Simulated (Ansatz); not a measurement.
Consider WSe₂.

The calculation's input:

```
crystal:
  lattice:
    - [3.2996318046, 0.0, 0.0]
    - [-1.6498159023, 2.8575649659, 0.0]
    - [0.0, 0.0, 13.149585336]
  atoms:
    - { symbol: W, position: [0.6666666667, 0.3333333333, 0.2501999111] }
    - { symbol: W, position: [0.3333333333, 0.6666666667, 0.7498000889] }
    - { symbol: Se, position: [0.3333333333, 0.6666666667, 0.3768527017] }
    - { symbol: Se, position: [0.6666666667, 0.3333333333, 0.8764523353] }
    - { symbol: Se, position: [0.3333333333, 0.6666666667, 0.1235476647] }
    - { symbol: Se, position: [0.6666666667, 0.3333333333, 0.6231472983] }
  host: atoms
kpoints:
  mp_grid: { grid: [6, 6, 2] }
  band_path:
    path:
      - [0.0, 0.0, 0.0]
      - [0.5, 0.0, 0.0]
      - [0.3333333333, 0.3333333333, 0.0]
      - [0.0, 0.0, 0.5]
      - [0.5, 0.0, 0.5]
      - [0.3333333333, 0.3333333333, 0.5]
      - [0.179687, 0.179688, 0.0]
    npoints: 1
hamiltonian:
  xc:
    exchange: pbe
    correlation: pbe
    exx: { coeff: inverse_dielectric }
scf:
  occupations: { method: fixed }
  n_extra_bands: 5
output:
  forces: true
  stress: true
  eigenvalues: true
  write_density: true
  write_potential: true
  elf: true
  volumetric_format: npy
```

Launched as:

```sh
ansatz run input.yaml --threads 4 --pin off --max-ram 5529MiB --backend cpu --events-out ev --progress --plain --runs-dir out
```

Below, planes, directions and counts refer to the standardised cell (a = 3.30 Å, b = 3.30 Å, c = 13.15 Å, α = 90.00°, β = 90.00°, γ = 120.00°).

Space group P-3m1; a structure from a database of computed crystals, not necessarily the ambient phase; started from the database structure prototype, which need not be the ambient phase.

Computed with DFT, dielectric-dependent PBE0 (fraction 1/eps_inf of PBE), plane waves, PAW (Ansatz 0.2.0).

Predict the valence pseudo-density and electron localisation function between the atoms.

W–Se (2.53 Å): the density is about 0.56 e/Å³ at the midpoint; the ELF is about 0.55 at the midpoint.

Metal or insulator at this level of theory?

It is gapped, with a Kohn–Sham gap of 1.4 eV on the k-point mesh (the band edges may lie off the mesh, which would make the gap smaller).

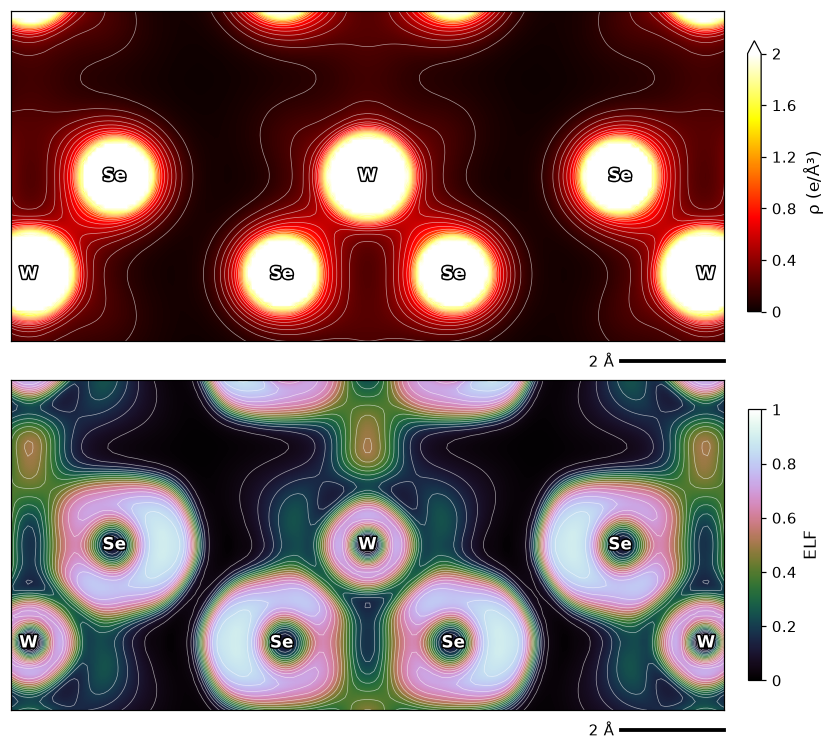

Computed valence pseudo-density and electron localisation function on the (110) plane of the standardised cell, in this order. 

Core electrons are frozen (PAW), and the valence fields are smoothed inside the atomic spheres.
